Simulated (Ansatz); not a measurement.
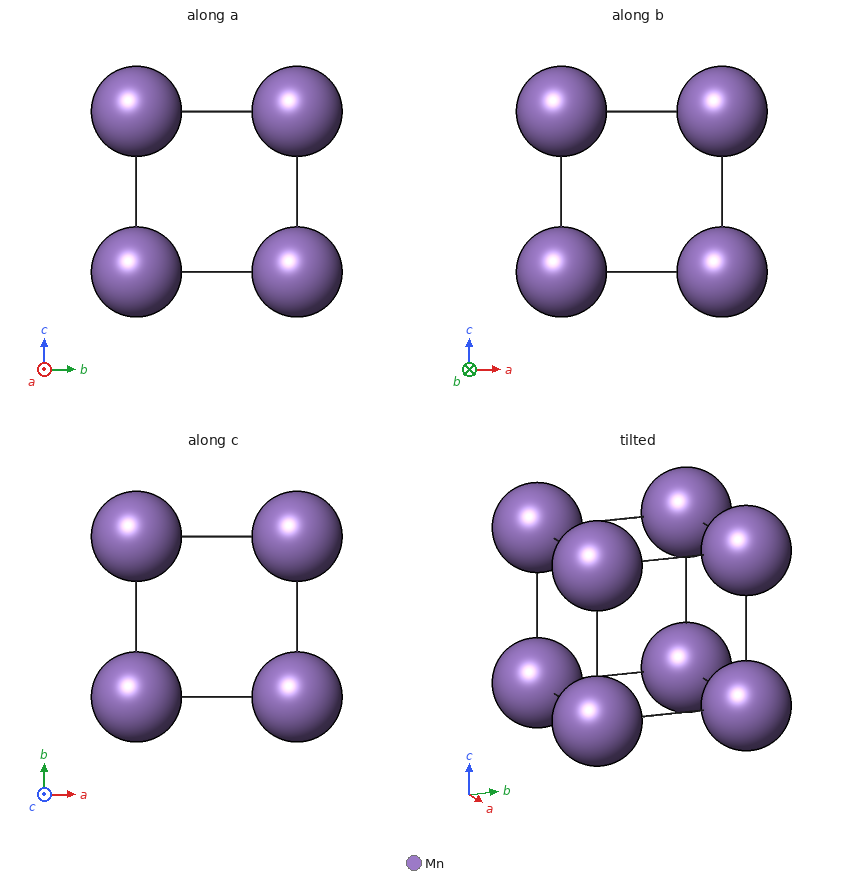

Shown here is a spheres-only view of the crystal, taken along the a axis, along the b axis, along the c axis and slightly off an axis. Atoms at the boundary of the conventional unit cell (the box) are drawn once for each face, edge or corner they touch.

Lattice parameters: a = 2.2877 Å, b = 2.2877 Å, c = 2.2877 Å, α = 90.000°, β = 90.000°, γ = 90.000°.

**Put the structure into a CIF with its space group and independent sites.**

```cif
data_structure
_symmetry_space_group_name_H-M 'P m -3 m'
_symmetry_Int_Tables_number 221
_cell_length_a 2.2877
_cell_length_b 2.2877
_cell_length_c 2.2877
_cell_angle_alpha 90.000
_cell_angle_beta 90.000
_cell_angle_gamma 90.000
_cell_volume 11.97
loop_
_atom_site_label
_atom_site_type_symbol
_atom_site_symmetry_multiplicity
_atom_site_Wyckoff_symbol
_atom_site_fract_x
_atom_site_fract_y
_atom_site_fract_z
_atom_site_occupancy
Mn1 Mn 1 a 0.0000 0.0000 0.0000 1
```

The starting point was a structure type filled with this element by a generator (whether the element takes this form wasn't checked). Earlier steps of the study may have refined or changed the cell and positions. It was run through Ansatz as a DFT input.

At this level of theory the cell isn't at rest (stretched, at -16 GPa), so its distances can differ from those at equilibrium, the more so the softer the solid.
